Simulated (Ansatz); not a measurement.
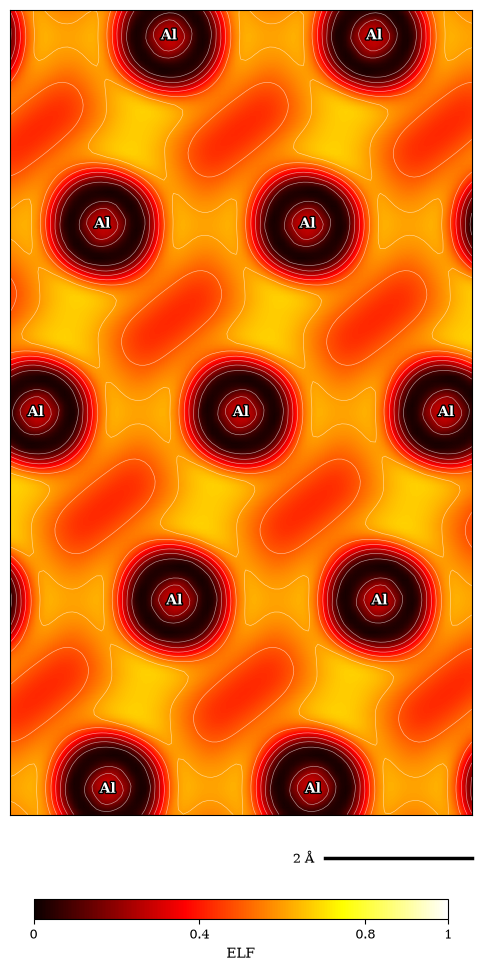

The picture shows: Al. ELF on the (111) plane of the conventional cell.

Space group Fmmm; a structure from a database of computed crystals, not necessarily the ambient phase; changed on purpose from its base cell (strain -0.0400 x Voigt [0, 0, 0, 0, 0, 1], atoms carried along); computed pressure about 2 GPa in this cell; computed without spin polarisation.

The calculation used DFT PBEsol, scalar-relativistic, plane waves, PAW (Ansatz).

```
Al
1.0
     0.00000    0.00000   -3.18244
    -3.11879   -3.11879    0.00000
    -3.24609    3.24609    0.00000
Al
4
Direct
  0.50000 0.50000 0.00000
  0.00000 0.50000 0.50000
  0.50000 0.00000 0.50000
  0.00000 0.00000 0.00000
```

**Interpret the plot.**

The section cuts through Al sites.
Al–Al (2.72 Å): the ELF peaks at about 0.70 between the atoms.
Al–Al (2.79 Å): the ELF peaks at about 0.65 between the atoms.

**Does the calculation give a band gap?**

It is metallic or semimetallic at this level of theory: no gap opens.
